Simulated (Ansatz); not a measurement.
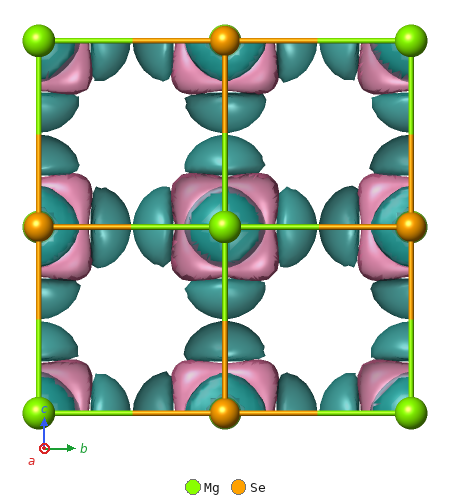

The picture shows: MgSe. Density of the crystal less the sum of free-atom densities: teal surfaces at +0.04 and pink ones at −0.04 e/Å³, in the conventional cell seen along the a axis (the regions close to the nuclei are left out). Cores are masked to 0.9 Å (Mg) and 0.8 Å (Se).

Space group Fm-3m; the calculation finds a residual pressure of about 2 GPa at this fixed cell.

Method: DFT PBE, scalar-relativistic, plane waves, PAW (Ansatz 0.2.0).

Core electrons are frozen (PAW), so the fields are smoothed inside the atomic spheres.

Input file:

```
crystal:
  lattice:
    - [0.0, 2.7255, 2.7255]
    - [2.7255, 0.0, 2.7255]
    - [2.7255, 2.7255, 0.0]
  atoms:
    - { symbol: Mg, position: [0.0, 0.0, 0.0] }
    - { symbol: Se, position: [0.5, 0.5, 0.5] }
basis:
  ecutwfc: 420
  fft_grid_basis: typed
kpoints:
  mp_grid: { grid: [10, 10, 10] }
hamiltonian:
  xc: pbe
  pseudopotentials: { kind: paw }
scf:
  occupations: { method: gaussian, width: 0.05 }
output:
  forces: true
  stress: true
  eigenvalues: true
  bader: true
  write_density: true
  volumetric_format: npy
  elf: true
```

Command:

```sh
ansatz run input.yaml --threads 1 --pin off --max-ram 3072MiB --backend cpu --events-out ev --progress --plain --runs-dir out
```

The picture shows the conventional cell (a = 5.45 Å, b = 5.45 Å, c = 5.45 Å, α = 90.00°, β = 90.00°, γ = 90.00°).

What does the deformation density say about the bonding?

Answer. Mg–Se (2.73 Å): Δρ is +0.04 e/Å³ at the midpoint. Over the whole cell, outside the masked cores, the largest gain, 0.06 e/Å³, lies 1.0 Å from a selenium nucleus, and the largest loss, 0.05 e/Å³, lies 1.0 Å from a magnesium nucleus. The rearranged charge, half the integral of |Δρ|, is about 0.21 e an atom. Bader charges: Mg +1.64 and Se −1.64 e.
